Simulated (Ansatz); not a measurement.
# A defect in a wire: Nb wire along [110], 4 atoms a period, OH placed on top of one Nb, part 2 of 3

What does the defect do to the conductance?

Ansatz 0.2.0; DFT PBE, plane waves, PAW; relaxation of a wire's period (the session's first sound run).

So far. Step 2 (The relaxed wire): The cell's length comes to 3.161 Å with spin left out. That is -32 % against the start, more than a small adjustment. 4 contacts a cell pass between under 1.1 and over 1.27 times the sum of covalent radii, so the wire has rearranged from the shape that names it.

**3. The wire at its relaxed period**

This step: DFT PBE, plane waves, PAW; channels and complex bands of a perfect wire (Ansatz 0.2.0).

At the relaxed period the Bloch states of the perfect wire are found at each energy: those that move forward count the open channels, and those that decay describe how a disturbance dies away inside the wire itself. An energy step of 0.035 eV is under the 0.039 eV that the program asks for its thermal average at 300 K.

The input, input.yaml:

```yaml
crystal:
  lattice:
    - [8.455, 0.0, 0.0]
    - [0.0, 9.141, 0.0]
    - [0.0, 0.0, 3.1607051958]
  atoms:
    - { symbol: Nb, position: [0.375784888, 0.385169867, 0.0] }
    - { symbol: Nb, position: [0.624215112, 0.614777999, 0.0] }
    - { symbol: Nb, position: [0.375784888, 0.614777999, 0.5] }
    - { symbol: Nb, position: [0.624215112, 0.385169867, 0.5] }
kpoints:
  mp_grid: { grid: [1, 1, 26] }
scf:
  occupations: { method: fermi_dirac, width: 0.05 }
hamiltonian:
  xc: pbe
output:
  transmission:
    e_range: [-1.26, 1.26]
    de: 0.035
    kmesh: [1, 1]
    reduced_basis: true
    leads: [[0, 0]]
basis:
  ecutwfc: "350 eV"
```

Command:

```console
> ansatz run input.yaml --threads 4 --pin off --max-ram 16384MiB --backend cpu --events-out ev --progress --plain --runs-dir out
```

Numbers of over 12 decimals in the logs are rounded to 6 here.

What it wrote:

```text
Warning: basis.ecutwfc = 350 eV is below the records' recommended 420 eV, and the density's cutoff is lower with it unless basis.ecutrho_ratio is high enough to keep the records' density cutoff: compare with a run at a higher cutoff
[...]
Crystal: 4 atoms, lattice volume = 244.282 Å³
Basis set: ecut = 350 eV, 3603 PW (Γ)
Bands: 32, of which v1, the nominal top of the filled ones, is band 26 counted from 1 (25 counted from 0)
Symmetry: 8 space group operations
[...]
k-points: 14 of 26
[...]
SCF iter   1: F=—  HF=-18202.121104 eV  |F-HF|=—  |Δ(HF+E_count)|=         —  Δρ=5.76e-3  dr2=8.30e-2  ethr=1.77e-3  ⟨swp⟩=7.5  Hψ=2083  notcnv=0
[...]
SCF iter   8: F=-18202.129394 eV  HF=-18202.129394 eV  |F-HF|=2.81e-8  |Δ(HF+E_count)|=   2.27e-7  Δρ=3.02e-6  dr2=1.92e-8  ethr=1.92e-10  ⟨swp⟩=5.2  Hψ=1309  notcnv=0
SCF 1 converged in 8 iterations: F = -18202.129394 eV  dr2 = 1.92e-8
[...]
transmission: 4 of 24 steps passed
transmission: 8 of 24 steps passed
[...]
transmission: 24 of 24 steps passed
Second SCF, for the conductance: iteration 1, dr2 2.966e-4 eV
Second SCF, for the conductance: iteration 2, dr2 6.391e-5 eV
Second SCF, for the conductance: iteration 3, dr2 4.273e-5 eV
Second SCF, for the conductance: iteration 4, dr2 3.494e-6 eV
Second SCF, for the conductance: iteration 5, dr2 5.165e-7 eV
Second SCF, for the conductance: iteration 6, dr2 2.350e-8 eV
transmission: 4 of 24 steps passed
transmission: 8 of 24 steps passed
[...]
transmission: 24 of 24 steps passed
SCF converged after 8 iterations
Free energy (F): -18202.129394 eV
[...]
Internal energy: -18202.107883 eV  (E = F + TS)
E sigma→0 (E₀):  -18202.118638 eV
Entropy (-TS):   -0.021511 eV (-5.378 meV/atom)
Fermi energy:    3.341343 eV
[...]
--- Band table (eV; the first three rows and the last of 14) ---
  k-point 0: bands = [... 22 lower, 2.7270, 2.7752, 2.8546, 2.8925, 3.7759, 3.8173, 3.8274, 3.9222, ... 2 higher]
  k-point 1: bands = [... 22 lower, 2.6589, 2.7387, 2.8066, 2.8692, 3.8434, 3.8898, 3.9224, 3.9458, ... 2 higher]
  k-point 2: bands = [... 22 lower, 2.4963, 2.6148, 2.6389, 2.9122, 4.0139, 4.0150, 4.0226, 4.0999, ... 2 higher]
  k-point 13: bands = [... 22 lower, 1.9776, 1.9776, 3.2389, 3.2389, 4.2891, 4.2891, 4.7329, 4.7329, ... 2 higher]
--- Transmission ---
  basis      : 555 plane waves across, 4 finite elements along
  points     : 1, standing for a mesh of 1 x 1
  filling    : by a second SCF (6 iterations) under fermi_dirac of width 0.025852 eV on a mesh of 1 x 1 x 42, whose Fermi level is 3.345844 eV
  energies   : 73 from -1.260000 to 1.260000 eV about the Fermi level, 0.035000 eV apart; the leads are filled to 0.000000 eV, and channels, transmission and decay are at 0.000000 eV
  crystal 0  : Nb4, at the sites [0, 0], period 3.1607 Å: whole cells are its period
    offset         : up to 0.0000 Å between an atom of the period and one for which it stands
    filled         : 0.2 meV over the level at which it is neutral
    channels       : 0.000000e0 a spin
    conductance    : 2.8551e13 S/m² at 300 K; may be off by some 0.4 % by where its bands' edges are placed, 0.0 % from the distance to neutral
    slowest decay  : 0.0675 /Å at (0.0000, 0.0000)
```

Run time: 2.1 min. Hardware: 4 threads of Arm Neoverse V2, shared host; peak memory 1 GiB; 7.3 min of CPU time.

Reading the cycles: dr2 is the Hartree energy of the density residual (eV), the measure of convergence; HF is the Harris–Foulkes estimate of the energy, which meets the free energy F at convergence.

This step gave:

- energy at zero smearing: -18202.1186 eV
- channels at the energy nearest the Fermi level, one spin: 0
- conductance of the lead as this run defines it: 0.2848 G₀
- slowest decay in the lead at the energy nearest the Fermi level: 0.0675 Å⁻¹
- band gap on the path through both edges: 0.1551 eV

Open channels of the lead, one spin against energy, zero at the Fermi level:

```tsv
energy (eV)	open channels of the lead, one spin
-1.190	6
-1.015	6
-0.805	6
-0.595	5
-0.385	4
-0.210	4
0.000	0
0.210	4
0.385	4
0.595	8
0.805	7
1.015	6
1.190	6
```

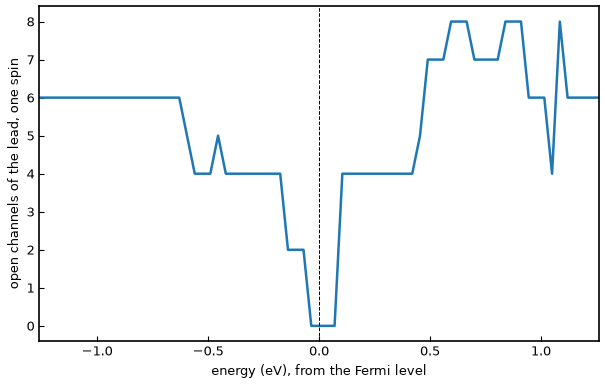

Open channels of the lead, one spin against energy.

The slowest values at each energy, most degenerate partners merged, listed up to 1.5 1/Å. Table of Im kz of the slowest decaying states by energy, zero at the Fermi level:

```tsv
energy (eV)	decay 1 (Å⁻¹)	decay 2 (Å⁻¹)	decay 3 (Å⁻¹)	decay 4 (Å⁻¹)
-1.015	0.147	0.147	0.159	0.437
-0.490	0.0181	0.0931	0.107	0.157
0.000	0.0675	0.0704	0.0808	0.104
0.490	0.122	0.145	0.177	0.285
1.015	0.0724	0.0958	0.178	0.182
```

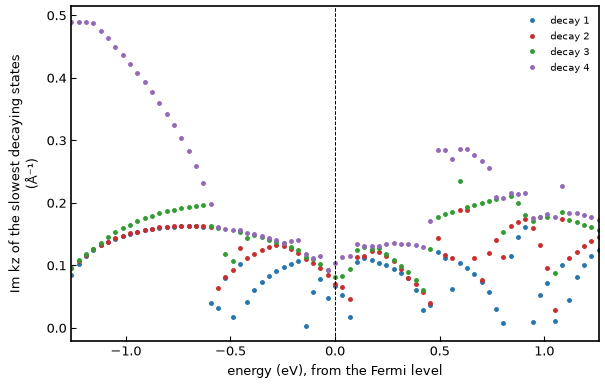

Im kz of the slowest decaying states against energy.

By hand: the program gives 2.8551 × 10^13 S/m² over the cell's cross-section of 77.29 Å² = 7.729 × 10^-19 m², so one cell conducts 2.207 × 10^-5 S. Divided by G0 = 2e²/h = 7.748 × 10^-5 S this is 0.285 G0, a resistance of 45.3 kΩ.

At the computed energy nearest the Fermi level there are 0 channels a spin, and the thermal average gives 0.285 G₀; the gap is 0.16 eV.

**4. Relaxing the junction**

This step: DFT PBE, plane waves, PAW; relaxation of a junction in a wire, ends held (Ansatz 0.2.0).

System of this step: Nb wire along [110], 4 atoms a period, OH placed on top of one Nb. The cell holds 30 atoms: 28 Nb, 1 O and 1 H. Cell: a = 8.455 Å, b = 9.141 Å, c = 22.125 Å, α = 90.0°, β = 90.0°, γ = 90.0°. Regions: held atoms, 16 atoms (16 Nb); free atoms, 14 atoms (12 Nb, 1 O and 1 H). Vacuum lies along a and b. The structure's axis is c.

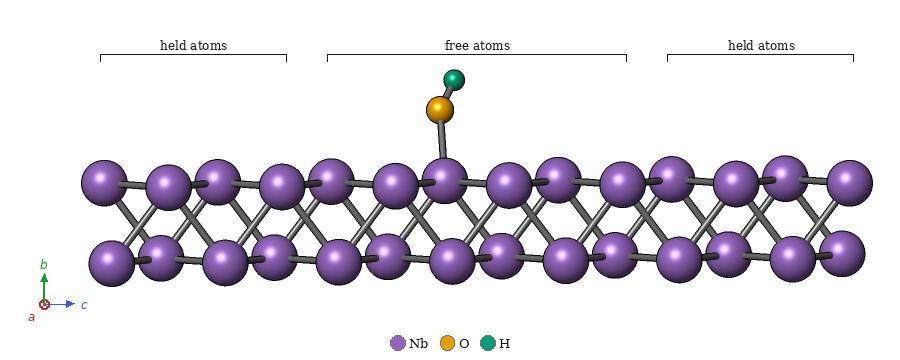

The cell of this step (niobium purple, oxygen orange, hydrogen teal).

14 atoms at the defect are free to relax, while 16 stay where the perfect wire has them, so that the ends still repeat as a lead. The cutoff is set under the files' recommended one to save time.

The input, input.yaml:

```yaml
crystal:
  lattice:
    - [8.455, 0.0, 0.0]
    - [0.0, 9.141, 0.0]
    - [0.0, 0.0, 22.1249363706]
  atoms:
    - { symbol: Nb, position: [0.375784888, 0.385169867, 0.0] }
    - { symbol: Nb, position: [0.624215112, 0.614777999, 0.0] }
    - { symbol: Nb, position: [0.375784888, 0.614777999, 0.071428571] }
    - { symbol: Nb, position: [0.624215112, 0.385169867, 0.071428571] }
    - { symbol: Nb, position: [0.375784888, 0.385169867, 0.142857143] }
    - { symbol: Nb, position: [0.624215112, 0.614777999, 0.142857143] }
    - { symbol: Nb, position: [0.375784888, 0.614777999, 0.214285714] }
    - { symbol: Nb, position: [0.624215112, 0.385169867, 0.214285714] }
    - { symbol: Nb, position: [0.375784888, 0.385169867, 0.285714286] }
    - { symbol: Nb, position: [0.624215112, 0.614777999, 0.285714286] }
    - { symbol: Nb, position: [0.375784888, 0.614777999, 0.357142857] }
    - { symbol: Nb, position: [0.624215112, 0.385169867, 0.357142857] }
    - { symbol: Nb, position: [0.375784888, 0.385169867, 0.428571429] }
    - { symbol: Nb, position: [0.624215112, 0.614777999, 0.428571429] }
    - { symbol: Nb, position: [0.375784888, 0.614777999, 0.5] }
    - { symbol: Nb, position: [0.624215112, 0.385169867, 0.5] }
    - { symbol: Nb, position: [0.375784888, 0.385169867, 0.571428571] }
    - { symbol: Nb, position: [0.624215112, 0.614777999, 0.571428571] }
    - { symbol: Nb, position: [0.375784888, 0.614777999, 0.642857143] }
    - { symbol: Nb, position: [0.624215112, 0.385169867, 0.642857143] }
    - { symbol: Nb, position: [0.375784888, 0.385169867, 0.714285714] }
    - { symbol: Nb, position: [0.624215112, 0.614777999, 0.714285714] }
    - { symbol: Nb, position: [0.375784888, 0.614777999, 0.785714286] }
    - { symbol: Nb, position: [0.624215112, 0.385169867, 0.785714286] }
    - { symbol: Nb, position: [0.375784888, 0.385169867, 0.857142857] }
    - { symbol: Nb, position: [0.624215112, 0.614777999, 0.857142857] }
    - { symbol: Nb, position: [0.375784888, 0.614777999, 0.928571429] }
    - { symbol: Nb, position: [0.624215112, 0.385169867, 0.928571429] }
    - { symbol: O, position: [0.781292094, 0.820205705, 0.428571429], spin: 0.4 }
    - { symbol: H, position: [0.847537604, 0.906842607, 0.44891047], spin: 0.4 }
magnetization:
  spin_polarized: true
kpoints:
  mp_grid: { grid: [1, 1, 2] }
scf:
  occupations: { method: fermi_dirac, width: 0.1 }
hamiltonian:
  xc: pbe
relax:
  constraints: [{ sites: [0, 1, 2, 3, 4, 5, 6, 7, 20, 21, 22, 23, 24, 25, 26, 27] }]
  f_tol: 0.06
  max_steps: 35
basis:
  ecutwfc: "350 eV"
```

What it wrote:

```text
[...]
Crystal: 30 atoms, lattice volume = 1709.973 Å³
Basis set: ecut = 350 eV, 25389 PW (Γ), exchange–correlation on 108×120×288 points (8 copies of the dense FFT grid, shifted against one another)
Bands: 224, of which v1, the nominal top of the filled ones, is band 186 counted from 1 (185 counted from 0)
Symmetry: 1 space group operations
[...]
k-points: 2
[...]
Starting moments: Σ|m| = 0.8 μB on 2 of 30 sites
[...]
SCF iter   1: F=—  HF=-128045.356174 eV  |F-HF|=—  |Δ(HF+E_count)|=         —  Δρ=4.39e-2 (↑4.39e-2 ↓3.93e-2)  dr2=7.22e2  dr2_m=2.21e-1  M=0.008 μB ∫|m|=0.151 μB  β_m=0.30  ethr=3.10e-3  ⟨swp⟩=9.0  Hψ=4344  notcnv=0
[...]
SCF iter  35: F=-127998.805614 eV  HF=-127998.805615 eV  |F-HF|=4.88e-7  |Δ(HF+E_count)|=   1.83e-7  Δρ=5.71e-6 (↑5.71e-6 ↓5.28e-6)  dr2=1.11e-6  dr2_m=3.10e-7  M=-0.001 μB ∫|m|=0.007 μB  ethr=9.22e-10  ⟨swp⟩=2.0  Hψ=1606  notcnv=0
WARN: the starting moments were not kept: the SCF closed with an absolute magnetisation of 6.7e-3 μB, where they sum to 0.8 μB in size (2 sites). That is at most 0.1 of that sum. Measured as dr2_m measures the in/out step, that magnetisation stands 4.5e-7 eV from none, at or under the dr2_threshold of 9.0e-5 eV: it is no larger than a step whose dr2_m would equal this threshold. The system may hold no moment; this SC [...]
SCF 1 converged in 35 iterations: F = -127998.805614 eV  dr2 = 1.11e-6
[...]
relax step   1: F+E_penalty+E_count = -127998.80561428 eV  Δ(F+E_penalty+E_count) = +0.000e0 eV  max|allowed force component| = 2.887e0 eV/Å  Δτ_max = 0.0000 Å  (35 SCF iters, dr2 threshold 9.00e-5 eV, accepted)
[...]
Starting moments: Σ|m| = 0.8 μB on 2 of 30 sites; this step starts from the density that it was given
[...]
SCF iter  22: F=-127999.576132 eV  HF=-127999.576132 eV  |F-HF|=3.18e-7  |Δ(HF+E_count)|=   1.68e-7  Δρ=5.44e-6 (↑4.99e-6 ↓5.44e-6)  dr2=7.03e-7  dr2_m=2.78e-7  M=-0.000 μB ∫|m|=0.002 μB  ethr=4.70e-10  ⟨swp⟩=1.0  Hψ=2126  notcnv=0
the starting moments were not kept: the SCF closed with an absolute magnetisation of 1.7e-3 μB, where they sum to 0.8 μB in size (2 sites). That is at most 0.1 of that sum. Measured as dr2_m measures the in/out step, that magnetisation stands 7.8e-8 eV from none, at or under the dr2_threshold of 1.0e-4 eV: it is no larger than a step whose dr2_m would equal this threshold.
SCF 2 converged in 22 iterations: F = -127999.576132 eV  dr2 = 7.03e-7
relax step   2: F+E_penalty+E_count = -127999.57613213 eV  Δ(F+E_penalty+E_count) = -7.705e-1 eV  max|allowed force component| = 1.418e0 eV/Å  Δτ_max = 0.1952 Å  (22 SCF iters, dr2 threshold 1.00e-4 eV, accepted)
[...]
SCF iter  22: F=-127999.640892 eV  HF=-127999.640897 eV  |F-HF|=4.84e-6  |Δ(HF+E_count)|=   3.99e-7  Δρ=4.88e-6 (↑4.28e-6 ↓4.88e-6)  dr2=5.14e-6  dr2_m=1.96e-7  M=0.000 μB ∫|m|=0.001 μB  ethr=2.72e-10  ⟨swp⟩=1.0  Hψ=2180  notcnv=0
[...]
SCF 3 converged in 22 iterations: F = -127999.640892 eV  dr2 = 5.14e-6
relax step   3: F+E_penalty+E_count = -127999.64089206 eV  Δ(F+E_penalty+E_count) = -6.476e-2 eV  max|allowed force component| = 6.764e-1 eV/Å  Δτ_max = 0.1947 Å  (22 SCF iters, dr2 threshold 1.00e-4 eV, accepted)
[... from here on, the SCF cycles and remarks between the steps are left out ...]
relax step   4: F+E_penalty+E_count = -127999.77684404 eV  Δ(F+E_penalty+E_count) = -1.360e-1 eV  max|allowed force component| = 3.864e-1 eV/Å  Δτ_max = 0.2000 Å  (20 SCF iters, dr2 threshold 1.00e-4 eV, accepted)
relax step   5: F+E_penalty+E_count = -127999.81547655 eV  Δ(F+E_penalty+E_count) = -3.863e-2 eV  max|allowed force component| = 1.619e-1 eV/Å  Δτ_max = 0.1878 Å  (21 SCF iters, dr2 threshold 3.40e-5 eV, accepted)
relax step   6: F+E_penalty+E_count = -127999.81161622 eV  Δ(F+E_penalty+E_count) = +3.860e-3 eV  max|allowed force component| = 1.244e0 eV/Å  Δτ_max = 0.1756 Å  (23 SCF iters, dr2 threshold 4.60e-6 eV, rejected (line search))
relax step   7: F+E_penalty+E_count = -127999.82956791 eV  Δ(F+E_penalty+E_count) = -1.409e-2 eV  max|allowed force component| = 3.414e-1 eV/Å  Δτ_max = 0.0840 Å  (27 SCF iters, accepted)
relax step   8: F+E_penalty+E_count = -127999.83798798 eV  Δ(F+E_penalty+E_count) = -8.420e-3 eV  max|allowed force component| = 5.422e-1 eV/Å  Δτ_max = 0.0964 Å  (20 SCF iters, dr2 threshold 2.05e-5 eV, accepted)
relax step   9: F+E_penalty+E_count = -127999.85199434 eV  Δ(F+E_penalty+E_count) = -1.401e-2 eV  max|allowed force component| = 1.893e-1 eV/Å  Δτ_max = 0.1500 Å  (19 SCF iters, dr2 threshold 1.00e-4 eV, accepted)
relax step  10: F+E_penalty+E_count = -127999.86854864 eV  Δ(F+E_penalty+E_count) = -1.655e-2 eV  max|allowed force component| = 8.012e-2 eV/Å  Δτ_max = 0.1939 Å  (25 SCF iters, dr2 threshold 4.37e-6 eV, accepted)
relax step  11: F+E_penalty+E_count = -127999.89130004 eV  Δ(F+E_penalty+E_count) = -2.275e-2 eV  max|allowed force component| = 2.533e-1 eV/Å  Δτ_max = 0.1992 Å  (33 SCF iters, accepted)
relax step  12: F+E_penalty+E_count = -127999.95154541 eV  Δ(F+E_penalty+E_count) = -6.025e-2 eV  max|allowed force component| = 2.954e-1 eV/Å  Δτ_max = 0.1961 Å  (25 SCF iters, dr2 threshold 1.15e-5 eV, accepted)
relax step  13: F+E_penalty+E_count = -128000.04535123 eV  Δ(F+E_penalty+E_count) = -9.381e-2 eV  max|allowed force component| = 2.771e-1 eV/Å  Δτ_max = 0.1963 Å  (22 SCF iters, dr2 threshold 8.73e-5 eV, accepted)
relax step  14: F+E_penalty+E_count = -128000.17630029 eV  Δ(F+E_penalty+E_count) = -1.309e-1 eV  max|allowed force component| = 3.087e-1 eV/Å  Δτ_max = 0.1952 Å  (22 SCF iters, dr2 threshold 6.76e-5 eV, accepted)
relax step  15: F+E_penalty+E_count = -128000.29067562 eV  Δ(F+E_penalty+E_count) = -1.144e-1 eV  max|allowed force component| = 2.270e-1 eV/Å  Δτ_max = 0.1958 Å  (22 SCF iters, dr2 threshold 8.38e-5 eV, accepted)
relax step  16: F+E_penalty+E_count = -128000.33516817 eV  Δ(F+E_penalty+E_count) = -4.449e-2 eV  max|allowed force component| = 2.731e-1 eV/Å  Δτ_max = 0.1974 Å  (22 SCF iters, dr2 threshold 2.79e-5 eV, accepted)
relax step  17: F+E_penalty+E_count = -128000.35536249 eV  Δ(F+E_penalty+E_count) = -2.019e-2 eV  max|allowed force component| = 2.160e-1 eV/Å  Δτ_max = 0.2000 Å  (22 SCF iters, dr2 threshold 4.03e-5 eV, accepted)
relax step  18: F+E_penalty+E_count = -128000.36111472 eV  Δ(F+E_penalty+E_count) = -5.752e-3 eV  max|allowed force component| = 1.603e-1 eV/Å  Δτ_max = 0.0718 Å  (19 SCF iters, dr2 threshold 2.92e-5 eV, accepted)
relax step  19: F+E_penalty+E_count = -128000.36701019 eV  Δ(F+E_penalty+E_count) = -5.895e-3 eV  max|allowed force component| = 5.984e-2 eV/Å  Δτ_max = 0.0918 Å  (21 SCF iters, dr2 threshold 1.42e-5 eV, accepted)
[...]
SCF iter   9: F=-128000.367011 eV  HF=-128000.367011 eV  |F-HF|=1.96e-9  |Δ(HF+E_count)|=  3.64e-10  Δρ=1.81e-7 (↑1.71e-7 ↓1.81e-7)  dr2=2.32e-9  dr2_m=2.79e-10  M=-0.000 μB ∫|m|=0.000 μB  ethr=1.29e-12  ⟨swp⟩=1.0  Hψ=2716  notcnv=0
[...]
SCF 20 converged in 9 iterations: F = -128000.367011 eV  dr2 = 2.32e-9
relax step  20: F+E_penalty+E_count = -128000.36701060 eV  Δ(F+E_penalty+E_count) = -4.154e-7 eV  max|allowed force component| = 5.999e-2 eV/Å  Δτ_max = 0.0000 Å  (9 SCF iters, accepted)
SCF converged after 9 iterations
Magnetization: -0.0000 μB (185.5000 up, 185.5000 down)
Absolute magnetization: 0.0000 μB (∫|ρ↑−ρ↓|, with the PAW one-centre terms)
[...]
Per-site moments (μB) at R_I (Å): [(3.8992062894936667e-8, 1.083759), (1.407932185133369e-7, 1.083759), (-2.2360141240344121e-7, 1.083759), (-2.416680854007642e-7, 1.083759), (2.599315378395544e-7, 1.083759), (-1.0229659817188906e-7, 1.083759), (-3.2305876228782205e-7, 1.082680), (-5.603292316985357e-8, 1.076903), (1.1791927848780997e-6, 1.076903), (3.675964846796324e-7, 1.063262), (-7.692095955595412e-7, 1.077953),  [...]
Free energy (F): -128000.367011 eV
[...]
Internal energy: -127999.582397 eV  (E = F + TS)
E sigma→0 (E₀):  -127999.974704 eV
Entropy (-TS):   -0.784613 eV (-26.154 meV/atom)
Fermi energy:    3.372166 eV
[...]
--- Forces (eV/Å), atoms counted from 1 ---
  atom   1  Nb    -0.00945528    -0.02298164     0.00332849
  atom   2  Nb    -0.01472577     0.00900838    -0.00381811
  atom   3  Nb    -0.01023421     0.01305582     0.00582487
  atom   4  Nb     0.01447078    -0.00867284     0.00330157
  atom   5  Nb    -0.00123725    -0.00685270    -0.05632050
  atom   6  Nb     0.03634463     0.02064344     0.06553633
  atom   7  Nb    -0.05292353    -0.01511347     0.05601143
  atom   8  Nb     0.01516584    -0.00175749     0.01845061
  atom   9  Nb    -0.00045244     0.00382706     0.01859315
  atom  10  Nb    -0.04223959     0.01305079     0.03338701
  atom  11  Nb     0.02552102    -0.02015737     0.01438157
  atom  12  Nb     0.04843722    -0.05998727    -0.00582523
  atom  13  Nb     0.02687302     0.04910012    -0.02917441
  atom  14  Nb     0.01546065     0.04742549    -0.02621437
  atom  15  Nb    -0.01554747     0.00290863     0.00158829
  atom  16  Nb    -0.03268473    -0.00777785    -0.01527882
  atom  17  Nb     0.00575702    -0.01766909     0.01000370
  atom  18  Nb    -0.00564506     0.00826319    -0.00337876
  atom  19  Nb     0.02894946    -0.01282034    -0.01136189
  atom  20  Nb     0.00366448    -0.00983837     0.01167162
  atom  21  Nb     0.02017652    -0.01691208     0.15390943
  atom  22  Nb     0.00218336     0.13141885    -0.21277503
  atom  23  Nb    -0.07316481    -0.06048902    -0.05920463
  atom  24  Nb    -0.04607621    -0.11367997     0.00485463
  atom  25  Nb     0.01444750     0.01295427    -0.01905497
  atom  26  Nb     0.05611868     0.04710259     0.02954393
  atom  27  Nb    -0.00704628     0.01708531    -0.00665975
  atom  28  Nb     0.01850000    -0.00822715    -0.00456492
  atom  29  O     -0.01854042     0.01113464     0.01764048
  atom  30  H     -0.00211324    -0.00411734     0.00558785
  max |Σ_I F_I| component: 7.54e-5 eV/Å
--- Relaxed structure (20 steps of the walk, 19 accepted, 0 SCFs on fresh bases) ---
  F+E_penalty+E_count = -128000.36701060 eV   max|allowed force component| = 5.999e-2 eV/Å
  atoms:
    - { symbol: Nb, position: [0.375784888, 0.385169867, 0.0] }
    - { symbol: Nb, position: [0.624215112, 0.614777999, 0.0] }
    - { symbol: Nb, position: [0.375784888, 0.614777999, 0.071428571] }
    - { symbol: Nb, position: [0.624215112, 0.385169867, 0.071428571] }
    - { symbol: Nb, position: [0.375784888, 0.385169867, 0.142857] }
    - { symbol: Nb, position: [0.624215112, 0.614777999, 0.142857] }
    - { symbol: Nb, position: [0.375784888, 0.614777999, 0.214286] }
    - { symbol: Nb, position: [0.624215112, 0.385169867, 0.214286] }
    - { symbol: Nb, position: [0.375265, 0.382599, 0.284080] }
    - { symbol: Nb, position: [0.620947, 0.615315, 0.287559] }
    - { symbol: Nb, position: [0.372319, 0.612315, 0.357713] }
    - { symbol: Nb, position: [0.627920, 0.387627, 0.356236] }
    - { symbol: Nb, position: [0.379379, 0.373707, 0.425561] }
    - { symbol: Nb, position: [0.614768, 0.618472, 0.433437] }
    - { symbol: Nb, position: [0.348552, 0.588264, 0.500361] }
    - { symbol: Nb, position: [0.616774, 0.375441, 0.500249] }
    - { symbol: Nb, position: [0.381716, 0.375744, 0.574945] }
    - { symbol: Nb, position: [0.618031, 0.619752, 0.566835] }
    - { symbol: Nb, position: [0.377885, 0.616832, 0.642464] }
    - { symbol: Nb, position: [0.632108, 0.389555, 0.643973] }
    - { symbol: Nb, position: [0.375784888, 0.385169867, 0.714286] }
    - { symbol: Nb, position: [0.624215112, 0.614777999, 0.714286] }
    - { symbol: Nb, position: [0.375784888, 0.614777999, 0.785714] }
    - { symbol: Nb, position: [0.624215112, 0.385169867, 0.785714] }
    - { symbol: Nb, position: [0.375784888, 0.385169867, 0.857143] }
    - { symbol: Nb, position: [0.624215112, 0.614777999, 0.857143] }
    - { symbol: Nb, position: [0.375784888, 0.614777999, 0.928571] }
    - { symbol: Nb, position: [0.624215112, 0.385169867, 0.928571] }
    - { symbol: O, position: [0.733836, 0.756973, 0.499177] }
    - { symbol: H, position: [0.694514, 0.857326, 0.498975] }
```

Wall time 24 min (4 threads); peak memory 4.4 GiB.

(Continued in part 3 of 3.)

[Logs are printed without paths, hosts, clocks, repeated set-up lines and the standing remarks that a program may print on its own settings, such as how far it seeks lower states.]

[Hosts, paths, dates, database ids (printed as entryN), source tags and the programs' standing remarks are cut or masked in the printed files.]
